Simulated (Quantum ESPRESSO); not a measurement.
# PbSe: 7 runs along one coordinate

System: PbSe (Fm-3m, 2 atoms in the cell).
Method: Kohn-Sham DFT of a periodic cell, HLE16, PseudoDojo 0.4.1 SR PBE standard, no spin polarisation (Quantum ESPRESSO 7.5).

The 7 runs differ only in the geometry, by an even scaling of the cell at fixed fractional positions. The structure derives from an entry of the Crystallography Open Database.

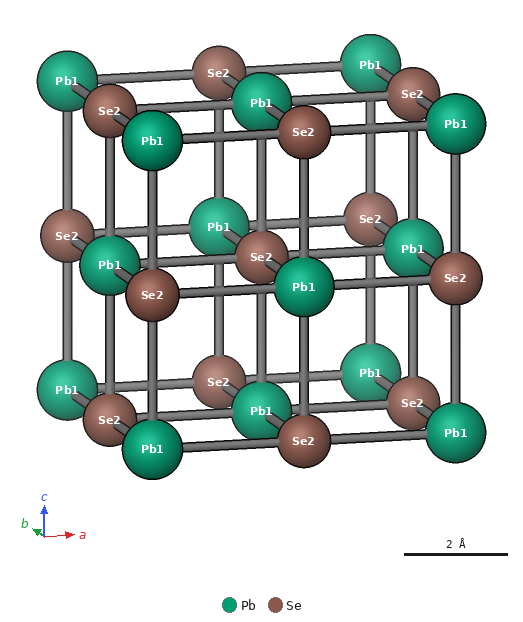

Figure 1. The structure of run 4 (ball-and-stick view of the cell 4 times as large as that of the calculation, set on its symmetry axes, seen slightly off an axis; atoms are numbered from 1 in the order of the input).

### Input of run 4
```
&CONTROL
  calculation = 'scf'
  prefix = 'pwscf'
  outdir = './tmp'
  pseudo_dir = './pseudo'
  tprnfor = .true.
  tstress = .true.
  disk_io = 'nowf'
/
&SYSTEM
  ibrav = 0
  nat = 2
  ntyp = 2
  ecutwfc = 86
  nbnd = 22
  input_dft = 'XC-000I-000I-545L-000I-000I-000I'
  occupations = 'smearing'
  smearing = 'fd'
  degauss = 0.00367493
/
&ELECTRONS
  conv_thr = 4d-10
  electron_maxstep = 120
  mixing_beta = 0.5
/
ATOMIC_SPECIES
Pb   207.2000 Pb.upf
Se    78.9710 Se.upf
CELL_PARAMETERS angstrom
   0.0000000000    3.0606500000    3.0606500000
   3.0606500000    0.0000000000    3.0606500000
   3.0606500000    3.0606500000    0.0000000000
ATOMIC_POSITIONS crystal
Pb     0.0000000000    0.0000000000    0.0000000000
Se     0.5000000000    0.5000000000    0.5000000000
K_POINTS automatic
8 8 8 0 0 0
```

Command:
```bash
OMP_NUM_THREADS=1 pw.x -in pw.in > pw.out
```

Lattice vectors (Å) and fractional positions of run 4:
```
   0.000000    3.060650    3.060650
   3.060650    0.000000    3.060650
   3.060650    3.060650    0.000000
Pb  0.000000  0.000000  0.000000
Se  0.500000  0.500000  0.500000
```

Run 6 differs from it as follows:
```diff
-   0.0000000000    3.0606500000    3.0606500000
-   3.0606500000    0.0000000000    3.0606500000
-   3.0606500000    3.0606500000    0.0000000000
+   0.0000000000    3.1009263293    3.1009263293
+   3.1009263293    0.0000000000    3.1009263293
+   3.1009263293    3.1009263293    0.0000000000
```

### Results, with one run withheld

| run | volume per atom (Å³) | free energy per atom, from the lowest run given (meV) | pressure (GPa) | gap on the mesh (eV) |
| --- | --- | --- | --- | --- |
| 1 | 26.951 | 0.00 | −1.27 | 0.97 |
| 2 | 27.524 | 6.17 | −2.19 | 1.05 |
| 3 | 28.097 | 15.46 | −3.01 | 1.13 |
| 4 | 28.671 | 27.49 | −3.73 | 1.19 |
| 5 | 29.244 | 41.96 | −4.37 | 1.26 |
| 6 | 29.818 | ? | ? | ? |
| 7 | 30.391 | 77.08 | −5.43 | 1.36 |

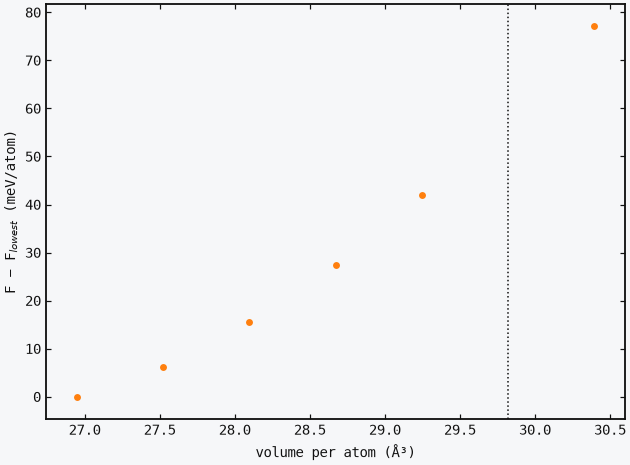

Figure 2. Free energy per atom of the runs given; the dotted line marks run 6.

Estimate the energy of run 6 from the others.

A cubic polynomial in V^(−2/3) (the Birch–Murnaghan form), fitted to the 6 runs given, misses them by at most 0.01 meV per atom. With x = V^(−2/3) − 0.10732 Å⁻², it reads F = 22.411 − 8537.2 x + 7.1213e+05 x² + 2.1293e+06 x³ (meV per atom). At run 6 it gives 58.59 meV per atom, and the run itself gives 58.57. The slope of the fit gives a pressure −dF/dV of −4.92 GPa there, and the run prints −4.93 GPa. The fit has no minimum inside this range. The gap on the mesh goes, without turning, from 0.97 eV in run 1 to 1.36 eV in run 7; run 6 has 1.31 eV. These are gaps of this functional on this mesh, which can miss the band edges; they aren't the measured gap.

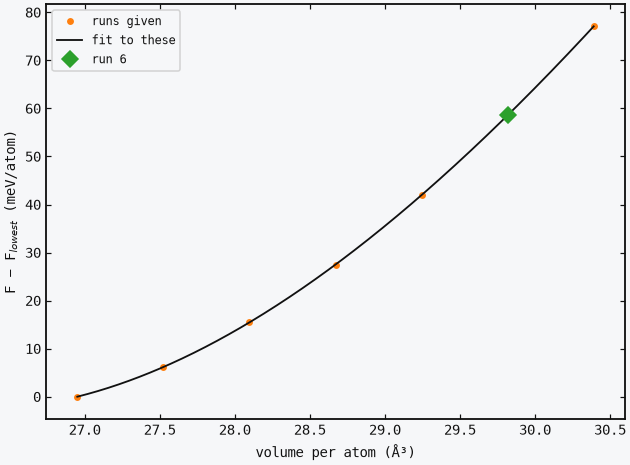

Figure 3. The fit and the withheld run.

### Some lines of the output (run 6)
```
[...]
     total energy              =    -405.70726936 Ry
     total energy              =    -405.77549119 Ry
     total energy              =    -405.78145085 Ry
     total energy              =    -405.78228744 Ry
     total energy              =    -405.78252533 Ry
     total energy              =    -405.78255352 Ry
     total energy              =    -405.78255944 Ry
     total energy              =    -405.78255957 Ry
     total energy              =    -405.78255963 Ry
     the Fermi energy is     7.3829 ev
!    total energy              =    -405.78255963 Ry
     The total energy is F=E-TS. E is the sum of the following terms:
     Computing stress (Cartesian axis) and pressure
          total   stress  (Ry/bohr**3)                   (kbar)     P=      -49.31
```

Notes: The record of the run, not the program, notes: potentials made for another functional. Points of doubt noted for this run: potentials made for another functional. Spin–orbit coupling is left out, which matters for Pb.
